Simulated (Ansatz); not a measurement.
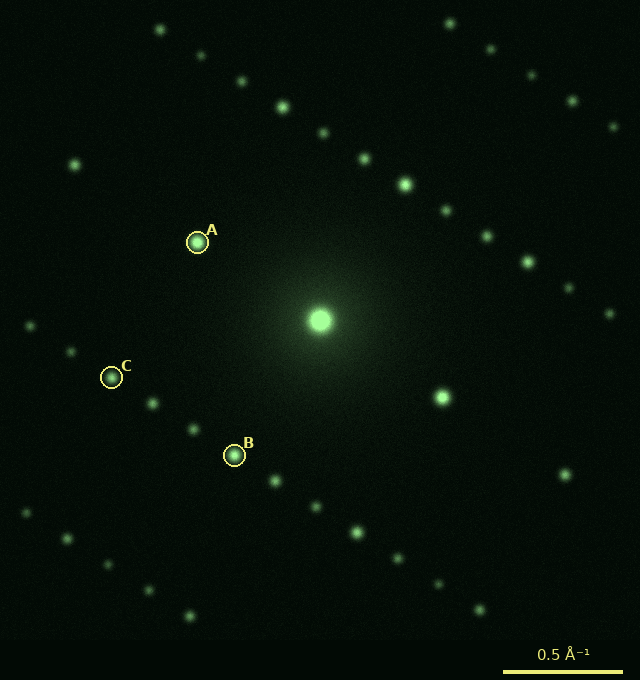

Computed electron diffraction pattern, 200 kV, single scattering only, B = 0.5 Å². The zone axis points towards the electron source and the pattern is seen from the source side.

The sample is Se, space group P3_121 (No. 152), a = 4.527 Å, c = 4.904 Å (hexagonal axes). Structure: coordinates from a relaxation at fixed volume with DFT HSE06, scalar-relativistic, plane waves, PAW in Ansatz 0.2.0.

```cif
data_structure
_symmetry_space_group_name_H-M 'P3_121'
_symmetry_Int_Tables_number 152
_cell_length_a 4.5271
_cell_length_b 4.5271
_cell_length_c 4.9038
_cell_angle_alpha 90.000
_cell_angle_beta 90.000
_cell_angle_gamma 120.000
_cell_volume 87.04
loop_
_atom_site_label
_atom_site_type_symbol
_atom_site_symmetry_multiplicity
_atom_site_Wyckoff_symbol
_atom_site_fract_x
_atom_site_fract_y
_atom_site_fract_z
_atom_site_occupancy
Se1 Se 3 b 0.21618 0.00000 0.83333 1
```

Spot A is indexed 0 0 -3 and spot B -1 3 0.

Give hkl for C.

C = A + B = -1 3 -3 (d = 1.098 Å).

Find the zone axis.

The cross product of A and B is parallel to [310]; every spot obeys hu + kv + lw = 0.
